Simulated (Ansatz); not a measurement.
Single-point calculation, with input and output: GeSi

- system: GeSi (P6₃mc, 4 atoms in the cell)
- method: DFT r2SCAN, scalar-relativistic, plane waves, PAW, no spin polarisation (Ansatz 0.2.0)

The structure derives from a Materials Project entry. It belongs to a series of runs on one base structure; here: strain -0.025 along x and y, +0.050 along z, atoms carried along. Figures and captions count atoms from 1; the log counts them from 0 in places.

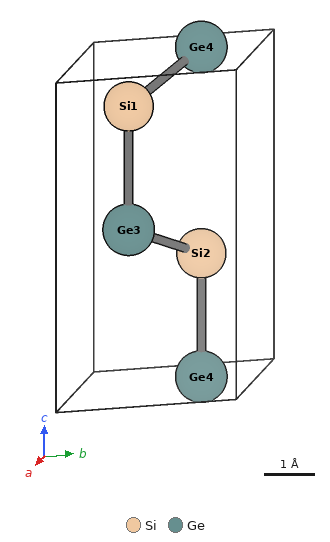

The input geometry (ball-and-stick view of the cell of the calculation, seen slightly off an axis; atoms are numbered from 1 in the order of the input). An atom can appear more than once, as a periodic image.

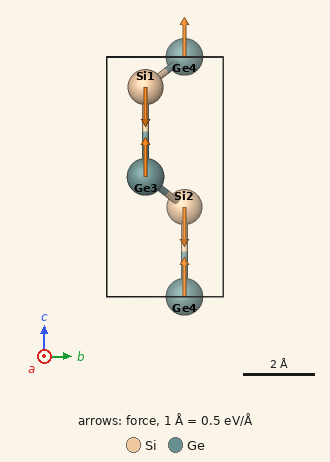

Forces on the atoms as orange arrows (ball-and-stick view of the cell of the calculation, along the a axis; atoms are numbered from 1 in the order of the input). The largest act on Ge3, Ge4 (0.57 eV/Å); Si1, Si2 (0.57 eV/Å). The geometry is not a stationary point of this energy.

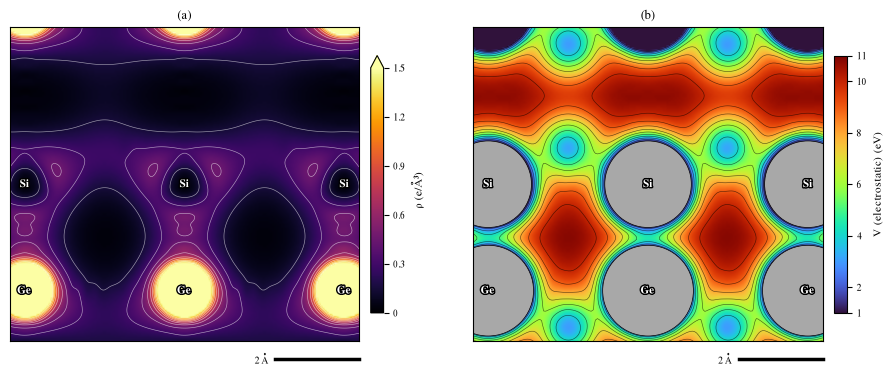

(a) valence charge density (pseudo); (b) electrostatic potential energy of an electron on the (010) plane of the conventional cell. Grey discs, where drawn, cover atomic cores. Atoms in the plane: Si and Ge. Si–Ge (2.53 Å): the density is about 0.44 e/Å³ at the midpoint. Away from the nuclei the density in this plane falls to 0.02 e/Å³ at its lowest. Outside the cores the potential energy rises away from the atoms and is highest about 2.3 Å from the nearest atoms; outside the discs it spans about 10 eV, and its zero is arbitrary. Core electrons are frozen (PAW), so the fields are smoothed inside the atomic spheres.

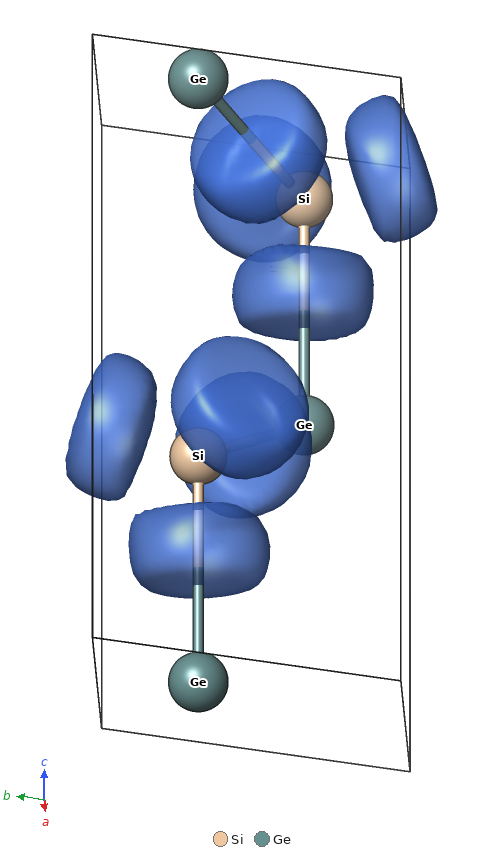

Isosurface of the ELF at 0.7 (blue), seen at an oblique angle. Only the valence region is drawn (cores and ρ < 0.01 e/Å³ removed). Sticks mark near contacts. The outline is the cell set on symmetry axes. The ELF exceeds this value in eight regions between bonded Ge–Si atoms (shared pairs), counted in one cell of 4 atoms. Along the contacts the grid gives the following. Si–Ge (2.53 Å): the ELF is about 0.90 at the midpoint.

These pictures come from the run below.

The input
```yaml
crystal:
  lattice:
    - [3.8068400161, 0.0, 0.0]
    - [-1.9034200081, 3.2968201621, 0.0]
    - [0.0, 0.0, 6.77332215]
  atoms:
    - { symbol: Si, position: [0.6666666667, 0.3333333333, 0.874607] }
    - { symbol: Si, position: [0.3333333333, 0.6666666667, 0.374607] }
    - { symbol: Ge, position: [0.6666666667, 0.3333333333, 0.500392] }
    - { symbol: Ge, position: [0.3333333333, 0.6666666667, 0.000392] }
basis:
  ecutwfc: 500
kpoints:
  mp_grid: { grid: [12, 12, 4] }
hamiltonian:
  xc: r2scan
scf:
  occupations: { method: gaussian, width: 0.05 }
output:
  forces: true
  stress: true
  eigenvalues: true
  write_density: true
  write_potential: true
  elf: true
  volumetric_format: npy
```

Command:
```bash
ansatz run input.yaml --threads 1 --pin off --max-ram 2560MiB --backend cpu --events-out ev --progress --plain --runs-dir out
```

The program's output
```
Engine: ansatz 0.2.0, x86_64-unknown-linux-gnu
Pseudopotentials: kind: paw
Pseudopotential: Si, paw, valence charge 4, recommended cutoff 500 eV (meta_gga), Si.paw.azcp
Pseudopotential: Ge, paw, valence charge 14, recommended cutoff 500 eV (meta_gga), Ge.paw.azcp
Functional definition: r2SCAN
  parameter k0 = 0.174
  parameter k1 = 0.065
  parameter a1 = 4.9479
  exchange = r2scan_x(k0 = k0, k1 = k1, a1 = a1)
  correlation = r2scan_c
Crystal: 4 atoms, lattice volume = 85.008 Å³
Basis set: ecut = 500 eV, 2107 PW (Γ), exchange–correlation on 120×120×200 points (64 copies of the dense FFT grid, shifted against one another)
Bands: 22, of which v1, the nominal top of the filled ones, is band 18 counted from 1 (17 counted from 0)
Symmetry: 12 space group operations
Space group: P63mc (ITA 186), of the structure as read, at distance tolerance 4.4e-5 Å
k-points: 57 of 576 (time reversal used)
Non-local potential: Si, projectors of the file, l = 0: 2, l = 1: 2, l = 2: 2
Non-local potential: Ge, projectors of the file, l = 0: 2, l = 1: 2, l = 2: 3, l = 3: 1
PAW form: soft (Blöchl's): semilocal exchange-correlation on the pseudo side does not see the compensation charge
PAW frozen core: Si, regenerated for the run's functional (the file was generated under x = pbe(κ = 0.804, μ = 0.2195149727645171), c = pbe(β = 0.06672455060314922))
PAW frozen core: Ge, regenerated for the run's functional (the file was generated under x = pbe(κ = 0.804, μ = 0.2195149727645171), c = pbe(β = 0.06672455060314922))
PAW one-centre angular grid: Si, 302 points (default); XC on 160 Gauss nodes
PAW one-centre angular grid: Ge, 590 points (default); XC on 160 Gauss nodes
Initial density: superposition of atomic densities (neutral atoms: chi_scale 0, normalization atom), corrected by the library's trained network
Initial wavefunctions: pseudopotential atomic-orbital guess
Functional: x = r2scan, c = r2scan; τ floored in thin density (d = 2e-4 eV/Å³)
SCF iter   1: F=—  HF=-9883.618531 eV  |F-HF|=—  |Δ(HF+E_count)|=         —  Δρ=5.83e-3  dr2=2.76e-2  dr2_τ=1.67e-2  ethr=1.77e-3  ⟨swp⟩=6.0  Hψ=6039  notcnv=0
preconditioner: auto → Resta (q_TF=auto, 2.364 Å⁻¹)  ε∞=4.5  [insulator: Δε(μ)=0.703 eV  Ē_g=8.594 eV  σ=0.050 eV  W_gap=1.00  n_scr=22 (ndim 8)  ℏωp=16.1 eV  f_vac=0.006  D(μ)=0.00/eV (n_scr^D=0)  ε∞_Penn≈4.5]
SCF iter   2: F=—  HF=-9883.637644 eV  |F-HF|=—  |Δ(HF+E_count)|=   1.91e-2  Δρ=2.30e-3  dr2=4.23e-3  dr2_τ=4.53e-5  ethr=7.68e-5  ⟨swp⟩=2.0  Hψ=2964  notcnv=0
SCF iter   3: F=—  HF=-9883.636846 eV  |F-HF|=—  |Δ(HF+E_count)|=   7.97e-4  Δρ=1.44e-3  dr2=1.42e-3  dr2_τ=1.12e-5  ethr=1.18e-5  ⟨swp⟩=3.0  Hψ=2418  notcnv=0
SCF iter   4: F=—  HF=-9883.636654 eV  |F-HF|=—  |Δ(HF+E_count)|=   1.93e-4  Δρ=1.98e-4  dr2=2.83e-5  dr2_τ=2.01e-7  ethr=3.93e-6  ⟨swp⟩=2.0  Hψ=1600  notcnv=0
SCF iter   5: F=—  HF=-9883.636658 eV  |F-HF|=—  |Δ(HF+E_count)|=   3.92e-6  Δρ=4.44e-5  dr2=2.33e-6  dr2_τ=1.50e-8  ethr=7.85e-8  ⟨swp⟩=2.0  Hψ=2172  notcnv=0
SCF iter   6: F=-9883.636658 eV  HF=-9883.636658 eV  |F-HF|=2.18e-8  |Δ(HF+E_count)|=   3.83e-7  Δρ=8.95e-6  dr2=8.54e-8  dr2_τ=1.71e-9  ethr=2.78e-10  ⟨swp⟩=7.6  Hψ=9123  notcnv=0
SCF 1 converged in 6 iterations: F = -9883.636658 eV  dr2 = 8.54e-8
  greatest PAW one-centre occupation: 0.998 electrons in one spin orbital (limit 2), on the Ge atom at site 3 (counted from 0), in its partial waves of l = 2
SCF converged after 6 iterations
Free energy (F): -9883.636658 eV
Harris-Foulkes:  -9883.636658 eV  (|F-HF|=2.18e-8)
Internal energy: -9883.636658 eV  (E = F + TS)
E sigma→0 (E₀):  -9883.636658 eV
Fermi energy:    7.968341 eV
--- Per-component energies (eV) ---
  E_band       = -322.268568
  E_kinetic    = 303.447058
  E_local      = -5308.227995  (includes V_loc(G=0)·N_el)
  E_nonlocal   = 890.776463
  E_hartree    = 2336.909015
  E_xc         = -241.538618
  E_vxc        = -235.760481  (∫ρ·V_xc dr)
  E_paw        = -5107.938535  (= ΣΔE_a)
  E_vpaw       = -657.835990  (= ΣTr[D̂ρ^β])
  E_aug_tail   = 0.000042  (compensation charges beyond the density's cutoff)
  E_vtau       = 11.529614  (kinetic-family band-sum trace: ∫τ·v_τ [+ j·A + Jᵃ·Aᵃ] dr)
  E_ewald      = -2754.739690
  E_core_change = -2.324397  (= ΣΔE_core)
  E_smearing   = -0.000000  (= −TS)
  E_closure    = 0.000000  (closes the sum)
  Σ components = -9883.636658   (vs F -9883.636658, Δ=0.00e0)
--- Forces (eV/Å), atoms counted from 1 ---
  atom   1  Si    -0.00000000     0.00000000    -0.57053690
  atom   2  Si     0.00000000    -0.00000000    -0.57053690
  atom   3  Ge     0.00000000     0.00000000     0.57055201
  atom   4  Ge    -0.00000000    -0.00000000     0.57055201
  max |Σ_I F_I| component: 3.02e-5 eV/Å
--- Stress (GPa, compression-positive) ---
        5.793104      -0.000000       0.000000
       -0.000000       5.793104       0.000000
        0.000000       0.000000      -8.906026
  P = ⅓ Tr σ = 0.8934 GPa (8.934 kbar)
--- Band table (eV; the first three rows and the last of 57) ---
  k-point 0: bands = ["-17.5594", "-17.5585", "-17.5585", "-17.5582", "-17.5556", "-17.5556", "-17.5247", "-17.5247", "-17.5223", "-17.5223", "-5.6267", "-3.8453", "-0.0095", "6.3384", "6.3384", "7.1099", "7.6202", "7.6202", "8.4000", "9.2148", "10.2645", "10.2645"]
  k-point 1: bands = ["-17.5592", "-17.5584", "-17.5581", "-17.5581", "-17.5561", "-17.5561", "-17.5243", "-17.5243", "-17.5227", "-17.5227", "-5.4521", "-4.2608", "0.7905", "4.9688", "6.4783", "6.4783", "7.3568", "7.3568", "9.3795", "10.3042", "10.5488", "10.5488"]
  k-point 2: bands = ["-17.5588", "-17.5588", "-17.5571", "-17.5571", "-17.5571", "-17.5571", "-17.5235", "-17.5235", "-17.5235", "-17.5235", "-4.9541", "-4.9541", "2.6246", "2.6246", "6.8635", "6.8635", "6.8635", "6.8635", "9.8385", "9.8385", "11.1712", "11.1712"]
  k-point 56: bands = ["-17.5619", "-17.5619", "-17.5533", "-17.5533", "-17.5478", "-17.5478", "-17.5217", "-17.5217", "-17.5209", "-17.5209", "-2.0457", "-2.0457", "-0.5270", "-0.5270", "2.8266", "2.8266", "5.2105", "5.2105", "8.8846", "8.8846", "11.2772", "11.2772"]
```

Key numbers

```json
{"quantity": "outcome", "value": "converged"}
{"quantity": "space group (tolerance 0.01 Å)", "value": "P6₃mc (186)"}
{"quantity": "electrons treated", "value": "36"}
{"quantity": "free energy", "value": "−9883.6367 eV"}
{"quantity": "Fermi energy", "value": "7.968 eV"}
{"quantity": "gap on the k-point mesh", "value": "0.70 eV"}
{"quantity": "pressure", "value": "0.89 GPa"}
{"quantity": "largest force (length of the vector)", "value": "0.571 eV/Å"}
{"quantity": "hardware", "value": "1 thread of Intel Xeon (Granite Rapids), 32 GiB of memory available, shared host"}
{"quantity": "wall time", "value": "13 s"}
{"quantity": "peak memory", "value": "0.54 GiB"}
```
